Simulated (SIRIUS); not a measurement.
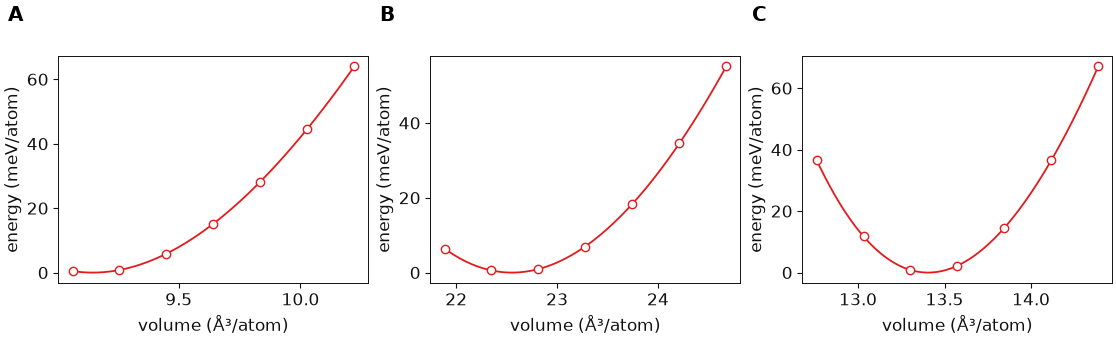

Each panel shows the energy against volume for one of these solids: CuO, P-6m2 (No. 187); Ru, P6_3/mmc (No. 194); Zr, P6_3/mmc (No. 194).

Calculation (SIRIUS 7.12.0): all-electron LAPW DFT, no spin polarisation; energies at scaled volumes of the given cell, shape and fractions fixed, counted from the fit's minimum, third-order Birch-Murnaghan fit. Level: WC.

> Match the panels to the solids.

A is CuO (energy from 0.50 meV/atom to 64.04 meV/atom, V0 9.147 Å³/atom, B0 200 GPa); B is Zr (energy from 0.66 meV/atom to 55.12 meV/atom, V0 22.55 Å³/atom, B0 99.9 GPa); C is Ru (energy from 0.89 meV/atom to 67.06 meV/atom, V0 13.4 Å³/atom, B0 343 GPa).

For CuO, limits of the calculation: coarse k mesh; shape and atomic fractions are frozen while scaling, which makes layered, chain and framework solids too stiff.

For Ru, limits of the calculation: shape and atomic fractions are frozen while scaling, which makes layered, chain and framework solids too stiff.

For Zr, limits of the calculation: shape and atomic fractions are frozen while scaling, which makes layered, chain and framework solids too stiff.
